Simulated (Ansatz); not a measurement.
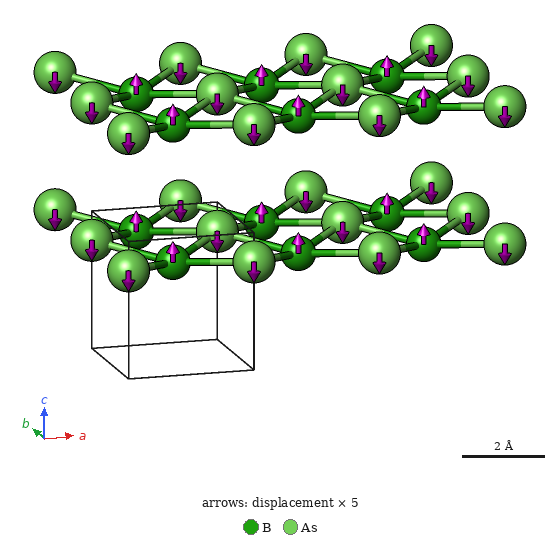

This is a relaxation of solid BAs (a generated structure, set up in P4mm) (coarse preliminary run). The starting structure is drawn; purple arrows show the displacements (the part carried along by the change of the cell is left out), 5 times their true length.

The picture is a ball-and-stick view of the cell of the calculation, repeated 3 × 2 × 2 with one cell outlined, seen slightly off an axis.

Level of theory: DFT PBE, scalar-relativistic, plane waves, PAW (Ansatz 0.2.0). (plane-wave cutoff 420 eV; k-point mesh 6 × 6 × 6; occupations gaussian; smearing width 0.1 eV; no spin polarisation; cell and atoms relaxed; force threshold 0.04 eV/Å; at most 70 steps)

### What happened in the run?

After 7 accepted moves (9 points after the start) the energy has fallen by 0.435 eV per cell of the calculation. Largest force component: 0.47 eV/Å at the start, 0.00046 eV/Å at the end. Pressure: −10.77 GPa at the start and −0.29 GPa at the end. The line search rejected the trial step at point 6 of the run. The SCF was repeated once at an unchanged geometry on a basis and grid sized afresh for the cell, which shifted the energy by 1.6 meV per cell of the calculation at most. The largest moves relative to the cell, 0.11 Å, are those of B and As atoms. By element the largest moves are B 0.11 Å, As 0.11 Å. Cell: a = b 3.216 → 3.145 Å (−2.2 %), c 3.486 → 2.704 Å (−22.4 %). Volume −25.8 %. Some distances before and after: As–As 3.486 → 2.704 Å, As–B 2.292 → 2.224 Å. Among the angles between lasting bonds that change: As–B–As 165.9° → 180.0°, B–As–B 165.9° → 180.0°. The space group (tolerance 0.01 Å) goes from P4mm (No. 99) to P4/mmm (No. 123). The run took 83 s on 1 thread of Intel(R) Xeon(R) Processor @ 2.50GHz (Skylake/Cascade Lake) (shared host), peak memory 0.34 GiB.
